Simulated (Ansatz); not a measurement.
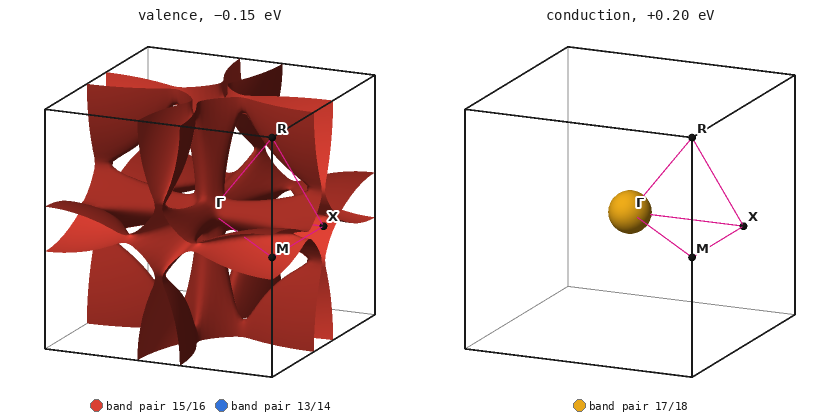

KBr (space group Pm-3m, No. 221): constant-energy surfaces at both band edges (energies from each edge).

Level of theory: Ansatz 0.2.0, DFT PBE, spin-orbit coupling, plane waves, PAW; levels and slopes on a dense k mesh at the converged density. Non-magnetic. With an inversion centre and no moment every band is doubly degenerate; a pair is shown and named once. The levels come from a k mesh of 28×28×28 points. Cell and positions as given, without relaxation. The cell comes from a database of computed structures, not from a measurement.

Masses come from a second pass at points close to the extrema; at the energies drawn a band may no longer be parabolic.

Q: Is the gap direct or indirect, and how large does the calculation make it?

A: The gap is indirect, 3.84 eV at this level of theory (semilocal functionals give gaps that are too small, and can reorder valleys that lie close).

Q: Give the valleys and their effective masses.

A: Valence band (extrema up to 0.15 eV from the edge): three equivalent maxima at M, principal masses 0.51, 3.82 and 3.82 mₑ; three equivalent maxima at X, 0.10 eV below the edge, nearly flat in one direction, with masses 1.46 and 1.46 mₑ across. Band pair 15/16 forms the valence edge; band pair 13/14 begins 0.12 eV lower (at Γ). The surfaces also take in Γ, where this band lies 0.12 eV below its edge.
Conduction band (extrema up to 0.20 eV from the edge): one minimum at Γ, mass 0.34 mₑ in all directions. Band pair 17/18 forms the conduction edge.

Where one band's surface lies inside another's, the outer one hides all or part of it.

Cost: 3.5 min on 1 thread of Arm Neoverse V2, on a shared host, peak memory 1.2 GiB.
